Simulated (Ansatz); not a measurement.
System: BN, space group P6_3/mmc, 4 atoms in the cell.

```yaml
crystal:
  lattice:
    - [2.50643, 0.00000, 0.00000]
    - [-1.25321, 2.17063, 0.00000]
    - [0.00000, 0.00000, 6.61412]
  atoms:
    - { symbol: B, position: [0.33333, 0.66667, 0.25000] }
    - { symbol: B, position: [0.66667, 0.33333, 0.75000] }
    - { symbol: N, position: [0.33333, 0.66667, 0.75000] }
    - { symbol: N, position: [0.66667, 0.33333, 0.25000] }
```

Level of theory: DFT PBE+D3(BJ), scalar-relativistic, plane waves, PAW, no spin polarisation, 12×12×4 k mesh, 420 eV cutoff, Gaussian smearing of 0.02 eV; code Ansatz.

What will the band structure look like? The path is Γ–M–K–Γ–A–L–H–A|L–M|H–K.

The bands leave a gap. The gap along this path is 4.23 eV and indirect, from the valence-band top between K and Γ to the conduction-band bottom at M; the smallest direct gap is 4.64 eV, at H. The direct gaps are 6.58 eV at Γ, 4.64 eV at H and 5.65 eV at L.

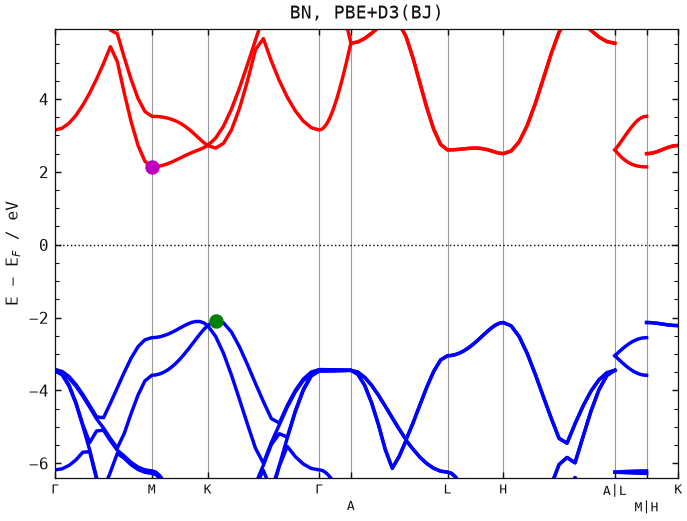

Band structure. Energies are counted from the Fermi level.
